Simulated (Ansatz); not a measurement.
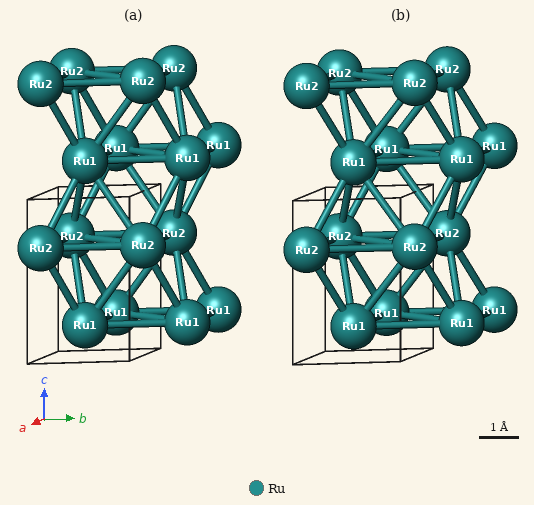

Left: a symmetric starting cell of Ru. Right: the same structure after one change, at the same scale. A ball-and-stick model of the cell of the calculation, repeated 2 × 2 × 2 with one cell outlined, seen slightly off an axis.

All numbers below come from DFT PBE, scalar-relativistic, plane waves, PAW (Ansatz). Set-up: plane-wave cutoff 420 eV; k-point mesh 18 × 18 × 10; occupations gaussian; smearing width 0.1 eV; no spin polarisation.

Q: Which change leads from the left to the right?

A: The cell is strained by −0.3 % along c and +5.7 % across it (volume +11.3 %), the atoms keeping their fractional coordinates. No relaxation follows. The starting cell wasn't computed here and needn't be at equilibrium, so pressure and forces aren't due to the change alone.

Q: And its effect?

A: The pressure is −21.7 GPa (not all of it need come from the change, since the unchanged cell can be under pressure at this level too). The principal stresses (compression positive) are −11.2 GPa along c and −26.9 GPa across it. All forces vanish by symmetry. Among the bonded contacts that change: Ru–Ru 2.706 → 2.859 Å, Ru–Ru 2.650 → 2.698 Å. The space group stays P6_3/mmc (No. 194).
